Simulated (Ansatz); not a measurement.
## SiC: geometry relaxation (part 4 of 4)

Continued. System: SiC (slab, 40 atoms in the cell). Method: DFT PBE+D3(BJ), scalar-relativistic, plane waves, PAW, no spin polarisation (Ansatz 0.2.0); cutoff 420 eV, 5×3×1 k-mesh, Gaussian smearing of 0.05 eV. The structure derives from an entry of the Crystallography Open Database. The input holds or restrains some coordinates. It belongs to a series of runs on one base structure; here: clean slab, lower half held.

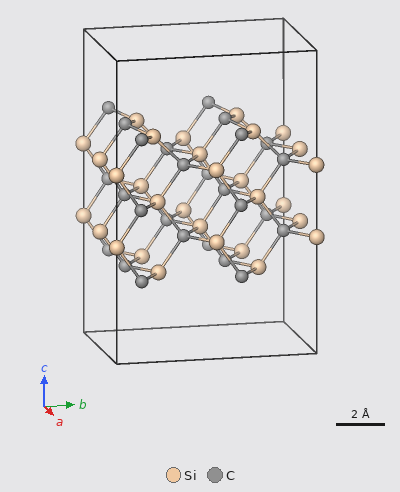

Figure 1. The geometry at step 6 of the log (ball-and-stick view of the cell of the calculation, with the vacuum cut short, seen slightly off an axis).

**Trajectory as extended XYZ, continued**
```
40
Lattice="6.1500 0.0000 0.0000 0.0000 8.6974 0.0000 0.0000 0.0000 23.1500" Properties=species:S:1:pos:R:3:forces:R:3 step=5 energy=-17730.08201
Si    1.5375    6.5231    8.5000    0.0000  -2.8516   1.6371
Si    1.5375    2.1744    8.5000    0.0000  -2.8516   1.6371
Si    4.6125    6.5231    8.5000    0.0000  -2.8516   1.6371
Si    4.6125    2.1744    8.5000    0.0000  -2.8516   1.6371
C     3.0750    1.0872    8.5000    0.0000   1.8259  -0.5565
C     3.0750    5.4359    8.5000    0.0000   1.8259  -0.5565
C     0.0000    1.0872    8.5000    0.0000   1.8259  -0.5565
C     0.0000    5.4359    8.5000    0.0000   1.8259  -0.5565
Si    3.0750    4.3487   10.0375    0.0000   0.2920  -0.7771
Si    3.0750    0.0000   10.0375    0.0000   0.2920  -0.7771
Si    0.0000    4.3487   10.0375    0.0000   0.2920  -0.7771
Si    0.0000    0.0000   10.0375    0.0000   0.2920  -0.7771
C     4.6125    7.6102   10.0375    0.0000   0.7212  -0.3126
C     4.6125    3.2615   10.0375    0.0000   0.7212  -0.3126
C     1.5375    7.6102   10.0375    0.0000   0.7212  -0.3126
C     1.5375    3.2615   10.0375    0.0000   0.7212  -0.3126
Si    4.6125    2.1383   11.5604    0.0000   0.0063   0.0192
Si    4.6125    6.4870   11.5604    0.0000   0.0063   0.0192
Si    1.5375    2.1383   11.5604    0.0000   0.0063   0.0192
Si    1.5375    6.4870   11.5604    0.0000   0.0063   0.0192
C     0.0000    5.4077   11.5922    0.0000  -0.0096  -0.0062
C     0.0000    1.0590   11.5922    0.0000  -0.0096  -0.0062
C     3.0750    5.4077   11.5922    0.0000  -0.0096  -0.0062
C     3.0750    1.0590   11.5922    0.0000  -0.0096  -0.0062
Si    0.0000   -0.0154   13.1737    0.0000  -0.0116   0.0131
Si    0.0000    4.3333   13.1737    0.0000  -0.0116   0.0131
Si    3.0750   -0.0154   13.1737    0.0000  -0.0116   0.0131
Si    3.0750    4.3333   13.1737    0.0000  -0.0116   0.0131
C     1.5375    3.2655   13.1260    0.0000   0.0118  -0.0067
C     1.5375    7.6142   13.1260    0.0000   0.0118  -0.0067
C     4.6125    3.2655   13.1260    0.0000   0.0118  -0.0067
C     4.6125    7.6142   13.1260    0.0000   0.0118  -0.0067
Si    1.5375    6.2863   14.4147    0.0000   0.0152  -0.0001
Si    1.5375    1.9376   14.4147    0.0000   0.0152  -0.0001
Si    4.6125    6.2863   14.4147    0.0000   0.0152  -0.0001
Si    4.6125    1.9376   14.4147    0.0000   0.0152  -0.0001
C     3.0750    1.0840   14.6758    0.0000   0.0002  -0.0098
C     3.0750    5.4327   14.6758    0.0000   0.0002  -0.0098
C     0.0000    1.0840   14.6758    0.0000   0.0002  -0.0098
C     0.0000    5.4327   14.6758    0.0000   0.0002  -0.0098
40
Lattice="6.1500 0.0000 0.0000 0.0000 8.6974 0.0000 0.0000 0.0000 23.1500" Properties=species:S:1:pos:R:3:forces:R:3 step=6 energy=-17730.08202
Si    1.5375    6.5231    8.5000    0.0000  -2.8519   1.6373
Si    1.5375    2.1744    8.5000    0.0000  -2.8519   1.6373
Si    4.6125    6.5231    8.5000    0.0000  -2.8519   1.6373
Si    4.6125    2.1744    8.5000    0.0000  -2.8519   1.6373
C     3.0750    1.0872    8.5000    0.0000   1.8260  -0.5568
C     3.0750    5.4359    8.5000    0.0000   1.8260  -0.5568
C     0.0000    1.0872    8.5000    0.0000   1.8260  -0.5568
C     0.0000    5.4359    8.5000    0.0000   1.8260  -0.5568
Si    3.0750    4.3487   10.0375    0.0000   0.2921  -0.7770
Si    3.0750    0.0000   10.0375    0.0000   0.2921  -0.7770
Si    0.0000    4.3487   10.0375    0.0000   0.2921  -0.7770
Si    0.0000    0.0000   10.0375    0.0000   0.2921  -0.7770
C     4.6125    7.6102   10.0375    0.0000   0.7210  -0.3127
C     4.6125    3.2615   10.0375    0.0000   0.7210  -0.3127
C     1.5375    7.6102   10.0375    0.0000   0.7210  -0.3127
C     1.5375    3.2615   10.0375    0.0000   0.7210  -0.3127
Si    4.6125    2.1383   11.5604    0.0000   0.0064   0.0193
Si    4.6125    6.4870   11.5604    0.0000   0.0064   0.0193
Si    1.5375    2.1383   11.5604    0.0000   0.0064   0.0193
Si    1.5375    6.4870   11.5604    0.0000   0.0064   0.0193
C     0.0000    5.4077   11.5922    0.0000  -0.0093  -0.0067
C     0.0000    1.0590   11.5922    0.0000  -0.0093  -0.0067
C     3.0750    5.4077   11.5922    0.0000  -0.0093  -0.0067
C     3.0750    1.0590   11.5922    0.0000  -0.0093  -0.0067
Si    0.0000   -0.0154   13.1737    0.0000  -0.0116   0.0133
Si    0.0000    4.3333   13.1737    0.0000  -0.0116   0.0133
Si    3.0750   -0.0154   13.1737    0.0000  -0.0116   0.0133
Si    3.0750    4.3333   13.1737    0.0000  -0.0116   0.0133
C     1.5375    3.2655   13.1260    0.0000   0.0118  -0.0072
C     1.5375    7.6142   13.1260    0.0000   0.0118  -0.0072
C     4.6125    3.2655   13.1260    0.0000   0.0118  -0.0072
C     4.6125    7.6142   13.1260    0.0000   0.0118  -0.0072
Si    1.5375    6.2863   14.4147    0.0000   0.0152   0.0002
Si    1.5375    1.9376   14.4147    0.0000   0.0152   0.0002
Si    4.6125    6.2863   14.4147    0.0000   0.0152   0.0002
Si    4.6125    1.9376   14.4147    0.0000   0.0152   0.0002
C     3.0750    1.0840   14.6758    0.0000   0.0003  -0.0097
C     3.0750    5.4327   14.6758    0.0000   0.0003  -0.0097
C     0.0000    1.0840   14.6758    0.0000   0.0003  -0.0097
C     0.0000    5.4327   14.6758    0.0000   0.0003  -0.0097
```

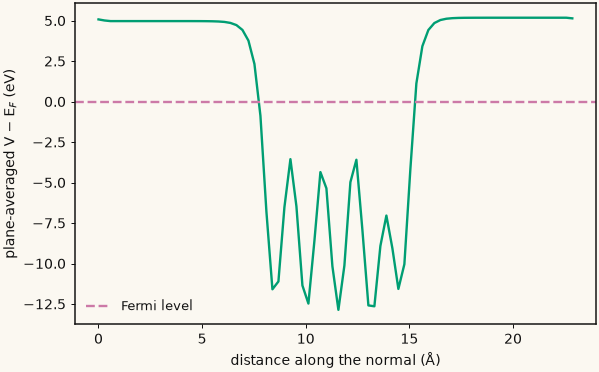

Figure 2. Plane average of the electrostatic potential energy of an electron across the cell, from the Fermi level. The vacuum level lies 5.18 eV above the Fermi level on the upper side and 4.97 eV on the lower.

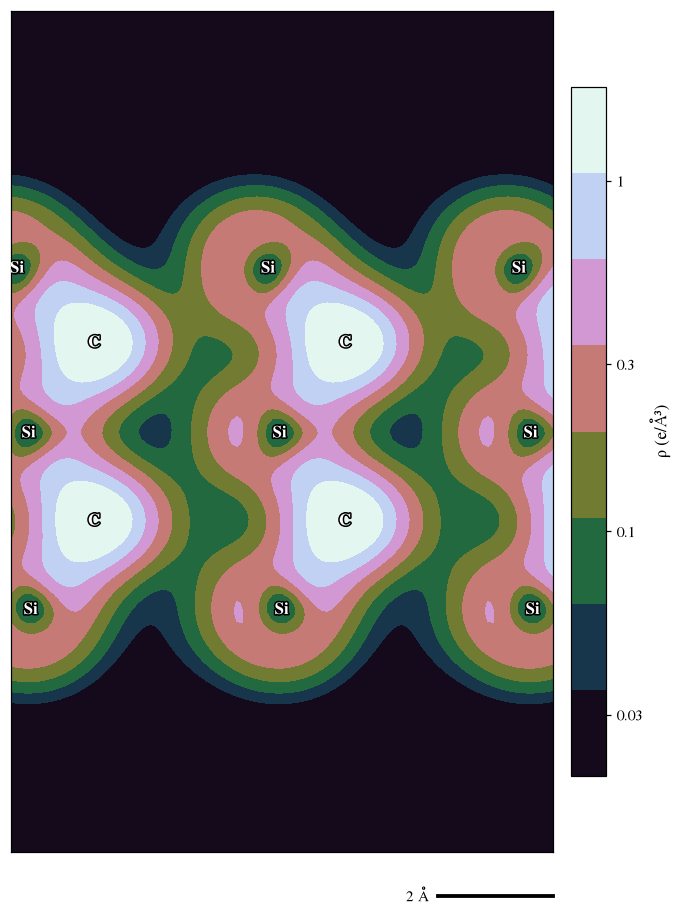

Figure 3. Valence pseudo-density on the (100) plane of the calculation cell, a cut from vacuum to vacuum. The plane passes through Si and C nuclei. Si–C (1.85 Å): ρ is about 0.92 e/Å³ halfway. Si–C (1.88 Å): the density is about 0.87 e/Å³ at the midpoint. The density dies away to nearly zero in the vacuum. The fields are those of the smooth PAW valence density.

**Results in brief**

| quantity | value |
| --- | --- |
| outcome | converged under the restraints of the input |
| electrons treated | 160 |
| free energy | −17730.0820 eV |
| work function, top face | 5.18 eV |
| work function, bottom face | 4.97 eV |
| Fermi energy | 0.041 eV |
| gap on the k-point mesh | none (metallic) |
| final volume | 1238.27 Å³ |
| work function (upper face) | 5.18 eV |
| largest force (length of the vector) at the end, held atoms and coordinates included | 3.288 eV/Å |
| wall time | 3.7 min (CPU time 14 min) |
| peak memory | 3.1 GiB |

**Notes**

The program warns: the exchange-correlation potential is rough where the density is thin.
